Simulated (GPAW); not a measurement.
**NaI (honeycomb monolayer): G0W0 on several meshes in GPAW**

Wanted: mesh dependence and cost of G0W0 for NaI (honeycomb monolayer).

Program: GPAW 26.7.0. Level of theory: LDA and many-body steps on it, plane waves. Results are calculated unless marked as measured.

## Step 1: Starting point

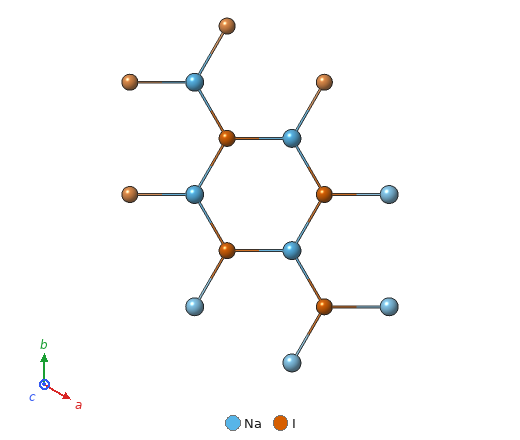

The cell as given, from above (sodium blue, iodine orange). 2×2×1 cells are drawn. Some periodic images of atoms are drawn too.

The cell holds 2 atoms: 1 Na and 1 I. Cell: a = 5.057 Å, b = 5.057 Å, c = 11.400 Å, α = 90.0°, β = 90.0°, γ = 120.0°. Vacuum lies along c.

Coordinates:

```xyz
2
Lattice="5.0573 0.0000 0.0000 -2.5287 4.3798 0.0000 0.0000 0.0000 11.4000" Properties=species:S:1:pos:R:3
Na    0.0000    2.9198    5.6905
I     2.5287    1.4599    5.7091
```

The structure was relaxed with LDA. The runs that relaxed it are not among those shown. Spin-orbit coupling is left out unless a step names it.

## Step 2: Empty states on the mesh, 6×6×1 mesh, 420 bands

This step: GPAW 26.7.0; DFT, LDA, plane waves, PAW.

The sums over transitions need many empty states on a uniform mesh; this step solves for them.

Input file run.py:

```python
import json
import numpy as np
from gpaw.mpi import world
from gpaw import GPAW

calc = GPAW('gs.gpw').fixed_density(kpts={'size': (6, 6, 1), 'gamma': True},
    parallel={'domain': 1, 'band': 1},
    txt='nscf.txt')
calc.diagonalize_full_hamiltonian(nbands=420)
calc.write('full.gpw', mode='all')
res = {}
kpts = calc.get_ibz_k_points()
res['kpts'] = kpts
res['eigenvalues'] = [calc.get_eigenvalues(kpt=k) for k in range(len(kpts))]
res['n_electrons'] = calc.get_number_of_electrons()

if world.rank == 0:
    with open('result.json', 'w') as f:
        json.dump(res, f, default=lambda x: x.tolist())
```

Started as:

```
> mpirun -n 4 gpaw python run.py
```

Numbers of over 12 decimals in the logs are rounded to 6 here.

What it wrote:

```text
Diagonalizing LCAO Hamiltonian
Converting LCAO to pw mode
convergence criteria:
- Maximum integral of absolute [eigenst]ate change: 4e-08 eV^2 / valence electron
maximum number of iterations: 100

SCF iterations
|iter     |     time |      energy | eigst |  dens |
|iter:   1|  |             | +0.61 |       |
|iter:   2|  |             | -0.17 |       |
|iter:   3|  |             | -1.06 |       |
[...]
|iter:   7|  |             | -6.08 |       |
|iter:   8|  |             | -7.18 |       |
|iter:   9|  |             | -7.62c|       |
SCF steps: 9
  __  _  _
 | _ |_)|_||  |
 |__||  | ||/\| - 26.7.0

Input parameters:
  mode=PW(ecut=450.000000),
  convergence={'density': 1e-06, 'bands': -3},
  gpts=array([25, 25, 56]),
  kpts=MonkhorstPack(size=(6, 6, 1), gamma=True),
  maxiter=100,
  nbands=14,
  occupations=Occupations(name='fermi-dirac', width=0.001, fixmagmom=False),
  parallel={'domain': 1, 'band': 1},
  xc=XC(name='LDA')
Matrix size: 5505x5505
# Writing to full.gpw (mode='all')
  [... matrices ...]

timing:  # [seconds]
  Total: 272.001  # ━━━━━━━━━━━━━━━━━━━━━━━━━━━━━━━━━━━━━━━━━━━━━━━━━━━━━━━━━
```

It took 4.6 min on 4 MPI ranks of Arm Neoverse V1, shared host; peak memory 9.5 GiB; 18 min of CPU time.

Numbers from this step:

```
gap                                                           : 4.068 eV
k of the valence top                                          : 0.3333, 0.3333, 0
k of the conduction bottom                                    : 0, 0, 0
least direct gap                                              : 4.241 eV
k points computed                                             : 7
lowest point of the top converged band, above the valence top : 82.6455 eV
```

On this mesh the gap is 4.068 eV.

## Step 3: 6×6×1

Now the one-shot GW correction: screening in the RPA, then the self-energy of the levels asked for.

This step: G0W0 on LDA, plane waves, PAW.

Input file run.py:

```python
import json
import numpy as np
from gpaw.mpi import world
from gpaw.response.g0w0 import G0W0

gw = G0W0('full.gpw',
    filename='gw',
    kpts=[0, 4],
    bands=(5, 9),
    ecut=48,
    nbands=190,
    truncation='2D',
    integrate_gamma='sphere',
    q0_correction=True,
    frequencies={'type': 'nonlinear', 'domega0': 0.15, 'omega2': 15.0},
    eta=0.1,
    nblocksmax=True)
gw.calculate()
res = {mode: {k: v for k, v in r.items() if k != 'sigma_eskwn'}
       for mode, r in gw.all_results.items()}

if world.rank == 0:
    with open('result.json', 'w') as f:
        json.dump(res, f, default=lambda x: x.tolist())
```

Started as:

```
> mpirun -n 4 gpaw python run.py
```

What it wrote:

```text
Using integrator: PointIntegrator
NonLinearFrequencyDescriptor(from 0.000 to 75.270 eV, 164 points)
Nonperiodic BCs:  [False False  True]
Using integrator: PointIntegrator
NonLinearFrequencyDescriptor(from 0.000 to 75.270 eV, 164 points)
Nonperiodic BCs:  [False False  True]
Applying analytical 2D correction to W:
    Evaluating Gamma point contribution to W on a 15x15x1 grid
  ___  _ _ _
 |   || | | |
 | | || | | |
 |__ ||_____|
 |___|

BZ k-points: Symmetries present (total): 6

  [... matrices ...]
36 k-points: 6 x 6 x 1 Monkhorst-Pack grid + [1/12,1/12,0.000000]
7 k-points in the irreducible part of the Brillouin zone
       k-points in crystal coordinates                weights
   0:     0.00000000    0.00000000    0.00000000          1/36
   1:     0.16666667    0.00000000    0.00000000          6/36
   2:     0.33333333   -0.16666667    0.00000000          6/36
   3:     0.33333333    0.00000000    0.00000000          6/36
   4:     0.33333333    0.33333333    0.00000000          2/36
   5:     0.50000000    0.33333333    0.00000000         12/36
   6:     0.50000000    0.50000000    0.00000000          3/36

Distributing spins, k-points and bands (1 x 2 x 4) over 1 process
Number of blocks: 4

Quasi particle states:
k-points (IBZ indices): [0, 4]
Band range: (5, 9)
  [... matrices ...]
Computational parameters:
Plane wave cut-off: 48 eV
Number of bands: 190
Coulomb cutoff: 2D
Broadening: 0.1 eV

fxc modes: GW
Kernel: RPA
Using full-frequency real axis integration
Summing all q:

Calculating screened Coulomb potential
2D Coulomb truncation
NonLinearFrequencyDescriptor(from 0.000 to 75.270 eV, 164 points)
Removing empty qpoint cache files...

Calculating chi0 body with:
    Ground state adapter containing:
    Number of spins: 1
    Number of kpoints: 36
    Number of irreducible kpoints: 7
    Number of completely occupied states: 7
    Number of partially occupied states: 7
    Occupied states memory: 3.738403 M / cpu

    Linear response parametrization:
    q_c: [1.3877787807814457e-17, 1.3877787807814457e-17, 0.0]
    Number of frequency points: 164
    Planewave cutoff: 48.0
    Number of bands: 190
    Number of planewaves: 175
    Broadening (eta): 0.1
    comm.size: 4
    kncomm.size: 1
    blockcomm.size: 4

    Memory estimate of potentially large arrays:
        chi0_wGG: 19.159317 M / cpu
Integrating chi0 body.

Symmetries of q_c:
    Direct symmetries (Uq -> q): 6
    Indirect symmetries (TUq -> q): 6
In total 12 allowed symmetries.

  [... matrices ...]
7 groups of equivalent kpoints. 80.555556% reduction.

Integral kind: spectral function
Integrating chi0 head and wings.

Symmetries of q_c:
    Direct symmetries (Uq -> q): 6
    Indirect symmetries (TUq -> q): 6
In total 12 allowed symmetries.

  [... matrices ...]
7 groups of equivalent kpoints. 80.555556% reduction.

Integral kind: spectral function wings

Calculating chi0 body with:
    Ground state adapter containing:
    Number of spins: 1
    Number of kpoints: 36
    Number of irreducible kpoints: 7
    Number of completely occupied states: 7
    Number of partially occupied states: 7
[... the further q-points ...]

Results:
f:      Occupation numbers
eps:     KS-eigenvalues [eV]
vxc:     KS vxc [eV]
exx:     Exact exchange [eV]
sigma:   Self-energies [eV]
dsigma:  Self-energy derivatives
Z:       Renormalization factors
qp:      QP-energies [eV]

k-point 0 (0): (0.000, 0.000, 0.000)                GW
band       f     eps     vxc     exx   sigma  dsigma       Z      qp
                                                                   GW
   5   1.000  -4.793 -14.250 -17.217   0.922  -0.198   0.835  -6.500
   6   1.000  -4.793 -14.250 -17.217   0.922  -0.198   0.835  -6.501
   7   0.000  -0.552  -6.371  -3.037  -1.619  -0.131   0.885   0.965
   8   0.000   1.549  -2.774  -1.092  -0.904  -0.081   0.925   2.269

k-point 1 (4): (0.333, 0.333, 0.000)                GW
band       f     eps     vxc     exx   sigma  dsigma       Z      qp
                                                                   GW
   5   1.000  -5.385 -13.089 -16.316   0.953  -0.199   0.834  -7.282
   6   1.000  -4.620 -13.456 -16.638   0.926  -0.198   0.835  -6.504
   7   0.000   1.805  -5.185  -2.006  -1.594  -0.147   0.872   3.188
   8   0.000   2.140  -7.596  -3.880  -1.734  -0.156   0.865   3.855
```

Run time: 74 s. Hardware: 4 MPI ranks; peak memory 1.6 GiB.

Numbers from this step:

```
G0W0 gap on the points computed              : 7.465 eV
least direct G0W0 gap on the computed points : 7.465 eV
Z at the valence top                         : 0.8348
Z at the conduction bottom                   : 0.8845
starting gap on the mesh                     : 4.068 eV
k of the valence top                         : 0, 0, 0
k of the conduction bottom                   : 0, 0, 0
```

The gap on the mesh goes from 4.07 eV to 7.47 eV, a correction of +3.40 eV.

## Step 4: Empty states on the mesh, 3×3×1 mesh, 200 bands

This step: DFT, LDA, plane waves, PAW.

Input file run.py:

```python
import json
import numpy as np
from gpaw.mpi import world
from gpaw import GPAW

calc = GPAW('gs.gpw').fixed_density(kpts={'size': (3, 3, 1), 'gamma': True},
    nbands=233,
    convergence={'bands': 200},
    txt='nscf.txt')
calc.write('full.gpw', mode='all')
res = {}
kpts = calc.get_ibz_k_points()
res['kpts'] = kpts
res['eigenvalues'] = [calc.get_eigenvalues(kpt=k) for k in range(len(kpts))]
res['n_electrons'] = calc.get_number_of_electrons()

if world.rank == 0:
    with open('result.json', 'w') as f:
        json.dump(res, f, default=lambda x: x.tolist())
```

Started as:

```
> mpirun -n 4 gpaw python run.py
```

What it wrote:

```text
Diagonalizing LCAO Hamiltonian
Converting LCAO to pw mode
convergence criteria:
- Maximum integral of absolute [eigenst]ate change: 4e-08 eV^2 / valence electron
maximum number of iterations: 100

SCF iterations
|iter     |     time |      energy | eigst |  dens |
|iter:   1|  |             | +4.57 |       |
|iter:   2|  |             | +3.33 |       |
|iter:   3|  |             | +2.22 |       |
[...]
|iter:  15|  |             | -6.81 |       |
|iter:  16|  |             | -7.21 |       |
|iter:  17|  |             | -7.45c|       |
SCF steps: 17
  __  _  _
 | _ |_)|_||  |
 |__||  | ||/\| - 26.7.0

Input parameters:
  mode=PW(ecut=450.000000),
  convergence={'bands': 200},
  gpts=array([25, 25, 56]),
  kpts=MonkhorstPack(size=(3, 3, 1), gamma=True),
  maxiter=100,
  nbands=233,
  occupations=Occupations(name='fermi-dirac', width=0.001, fixmagmom=False),
  parallel={},
  xc=XC(name='LDA')
# Writing to full.gpw (mode='all')
  [... matrices ...]

timing:  # [seconds]
  Total: 0.075  # ━━━━━━━━━━━━━━━━━━━━━━━━━━━━━━━━━━━━━━━━━━━━━━━━━━━━━━━━━━━
```

It took 41 s on 4 MPI ranks; peak memory 0.8 GiB.

This step gave:

```
gap                                                           : 4.068 eV
k of the valence top                                          : 0.3333, 0.3333, 0
k of the conduction bottom                                    : 0, 0, 0
least direct gap                                              : 4.241 eV
k points computed                                             : 3
lowest point of the top converged band, above the valence top : 50.7664 eV
```

On this mesh the gap is 4.068 eV.

## Step 5: 3×3×1

This step: G0W0 on LDA, plane waves, PAW.

Input file run.py:

```python
import json
import numpy as np
from gpaw.mpi import world
from gpaw.response.g0w0 import G0W0

gw = G0W0('full.gpw',
    filename='gw',
    kpts=[0, 2],
    bands=(5, 9),
    ecut=48,
    nbands=190,
    truncation='2D',
    integrate_gamma='sphere',
    q0_correction=True,
    frequencies={'type': 'nonlinear', 'domega0': 0.15, 'omega2': 15.0},
    eta=0.1,
    nblocksmax=True)
gw.calculate()
res = {mode: {k: v for k, v in r.items() if k != 'sigma_eskwn'}
       for mode, r in gw.all_results.items()}

if world.rank == 0:
    with open('result.json', 'w') as f:
        json.dump(res, f, default=lambda x: x.tolist())
```

Started as:

```
> mpirun -n 4 gpaw python run.py
```

What it wrote:

```text
Using integrator: PointIntegrator
NonLinearFrequencyDescriptor(from 0.000 to 75.270 eV, 164 points)
Nonperiodic BCs:  [False False  True]
Using integrator: PointIntegrator
NonLinearFrequencyDescriptor(from 0.000 to 75.270 eV, 164 points)
Nonperiodic BCs:  [False False  True]
Applying analytical 2D correction to W:
    Evaluating Gamma point contribution to W on a 29x29x1 grid
  ___  _ _ _
 |   || | | |
 | | || | | |
 |__ ||_____|
 |___|

BZ k-points: Symmetries present (total): 6

  [... matrices ...]
9 k-points: 3 x 3 x 1 Monkhorst-Pack grid
3 k-points in the irreducible part of the Brillouin zone
       k-points in crystal coordinates                weights
   0:     0.00000000    0.00000000    0.00000000          1/9
   1:     0.33333333    0.00000000    0.00000000          6/9
   2:     0.33333333    0.33333333    0.00000000          2/9

Distributing spins, k-points and bands (1 x 2 x 4) over 1 process
Number of blocks: 4

Quasi particle states:
k-points (IBZ indices): [0, 2]
Band range: (5, 9)
  [... matrices ...]
Computational parameters:
Plane wave cut-off: 48 eV
Number of bands: 190
Coulomb cutoff: 2D
Broadening: 0.1 eV

fxc modes: GW
Kernel: RPA
Using full-frequency real axis integration
Summing all q:

Calculating screened Coulomb potential
2D Coulomb truncation
NonLinearFrequencyDescriptor(from 0.000 to 75.270 eV, 164 points)
Removing empty qpoint cache files...

Calculating chi0 body with:
    Ground state adapter containing:
    Number of spins: 1
    Number of kpoints: 9
    Number of irreducible kpoints: 3
    Number of completely occupied states: 7
    Number of partially occupied states: 7
    Occupied states memory: 3.738403 M / cpu

    Linear response parametrization:
    q_c: [0.0, 0.0, 0.0]
    Number of frequency points: 164
    Planewave cutoff: 48.0
    Number of bands: 190
    Number of planewaves: 175
    Broadening (eta): 0.1
    comm.size: 4
    kncomm.size: 1
    blockcomm.size: 4

    Memory estimate of potentially large arrays:
        chi0_wGG: 19.159317 M / cpu
Integrating chi0 body.

Symmetries of q_c:
    Direct symmetries (Uq -> q): 6
    Indirect symmetries (TUq -> q): 6
In total 12 allowed symmetries.

  [... matrices ...]
3 groups of equivalent kpoints. 66.666667% reduction.

Integral kind: spectral function
Integrating chi0 head and wings.

Symmetries of q_c:
    Direct symmetries (Uq -> q): 6
    Indirect symmetries (TUq -> q): 6
In total 12 allowed symmetries.

  [... matrices ...]
3 groups of equivalent kpoints. 66.666667% reduction.

Integral kind: spectral function wings

Calculating chi0 body with:
    Ground state adapter containing:
    Number of spins: 1
    Number of kpoints: 9
    Number of irreducible kpoints: 3
    Number of completely occupied states: 7
    Number of partially occupied states: 7
[... the further q-points ...]

Results:
f:      Occupation numbers
eps:     KS-eigenvalues [eV]
vxc:     KS vxc [eV]
exx:     Exact exchange [eV]
sigma:   Self-energies [eV]
dsigma:  Self-energy derivatives
Z:       Renormalization factors
qp:      QP-energies [eV]

k-point 0 (0): (0.000, 0.000, 0.000)                GW
band       f     eps     vxc     exx   sigma  dsigma       Z      qp
                                                                   GW
   5   1.000  -4.793 -14.250 -17.250   0.918  -0.228   0.814  -6.488
   6   1.000  -4.793 -14.250 -17.250   0.916  -0.228   0.814  -6.490
   7   0.000  -0.552  -6.371  -3.001  -1.667  -0.147   0.872   0.933
[...]
k-point 1 (2): (0.333, 0.333, 0.000)                GW
band       f     eps     vxc     exx   sigma  dsigma       Z      qp
                                                                   GW
[...]
7   0.000   1.805  -5.185  -2.005  -1.633  -0.140   0.877   3.163
   8   0.000   2.140  -7.596  -3.885  -1.755  -0.163   0.860   3.822
```

Run time: 22 s. Hardware: 4 MPI ranks; peak memory 1.7 GiB.

This step gave:

- G0W0 gap on the points computed: 7.388 eV
- least direct G0W0 gap on the computed points: 7.421 eV
- Z at the valence top: 0.8030
- Z at the conduction bottom: 0.8722
- starting gap on the mesh: 4.068 eV
- k of the valence top: 0.3333, 0.3333, 0
- k of the conduction bottom: 0, 0, 0

Against G0W0 in GPAW (6×6×1 mesh, 190 bands, screening to 48 eV, full frequency, Hilbert transform), the gap moves by −0.077 eV.

## Step 6: Side by side

Times are wall times on 4 MPI ranks of Arm Neoverse V1, shared host, good to a factor of about two.

```csv
run,mesh,bands,screening cutoff (eV),DFT gap (eV),gap on the mesh (eV),direct (eV),time
6×6×1,6×6×1,190,48,4.068,7.465,7.465,74 s
3×3×1,3×3×1,190,48,4.068,7.388,7.421,22 s
```

## Step 7: Results

* 6×6×1: 7.465 eV
* 3×3×1: 7.388 eV
* known limits: not at the basis limit; no spin-orbit coupling

In words: 3×3×1: −0.077 eV against 6×6×1. Bands and cutoff are finite, so the gap is not at the basis limit. The miss can reach some tenths of an eV and take either sign; the mesh is an error of its own. These stock PAW sets were not made for GW; the filled d or f shell of I lies in the frozen core, which bears on start and correction. In the G0W0 runs levels were corrected at 2 k points alone, so a gap called «on the mesh» is the least over those, and an edge elsewhere would be missed. The many-body steps are scalar-relativistic: spin-orbit coupling is not in them.

[Paths, hosts, dates, memory and timing lines, banners, echoed tables and standing remarks are left out of the program output.]

[Logs are printed without paths, hosts, clocks, repeated set-up lines and the standing remarks that a program may print on its own settings, such as how far it seeks lower states.]

[Runs of the session that timed out or met a known fault of the program may be left out.]

[Hosts, paths, dates, database ids (printed as entryN), source tags and the programs' standing remarks are cut or masked in the printed files.]
